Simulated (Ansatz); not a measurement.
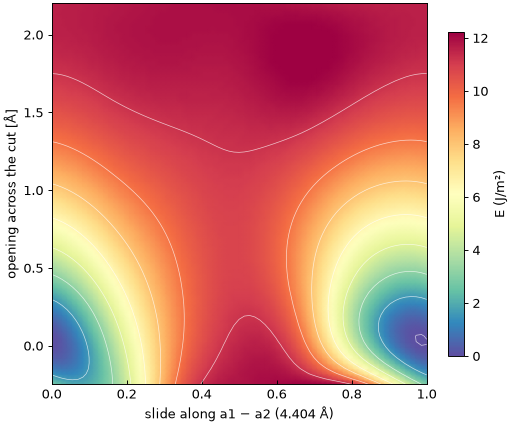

Energy landscape of C (R-3m, No. 166; 10 atoms in the cell). 
- Rigid slide and opening across a plane, one cut a cell; the plane is (0 1 2) of the conventional cell.
- The first coordinate is: slide along a1 − a2 (4.404 Å); the second: opening across the cut.
- Nothing is relaxed (rigid halves).
- The scan uses a 6 × 5 grid.
- Points are written as (first, second).
- Energies are in J/m², from the lowest grid point.
- The band gap closes in part of the range.
- Method: DFT PBE+D3(BJ), scalar-relativistic, plane waves, PAW (Ansatz 0.2.0). Settings: cutoff 520 eV, k-mesh 7×11×3 in the order of the run's cell vectors, gaussian smearing 0.05 eV, no spin polarisation.

The picture shows a smooth colour map with a few white contour lines. Between grid points the surface is interpolated. 

Question: What does the map say about the system?

Answer: The lowest grid point is at (0.000, 0.00 Å). It is the only kind of minimum in the scanned range. The highest grid point, (0.667, −0.25 Å), lies 12.2 J/m² above the lowest. On the interpolated surface the easiest way out of the lowest well to its copy in the next cell or period passes a barrier of about 11 J/m².

The whole map (30 points run) took 17 min on 2 threads of Arm Neoverse N1, with other jobs on the host.

PAW datasets: the set soft_1.
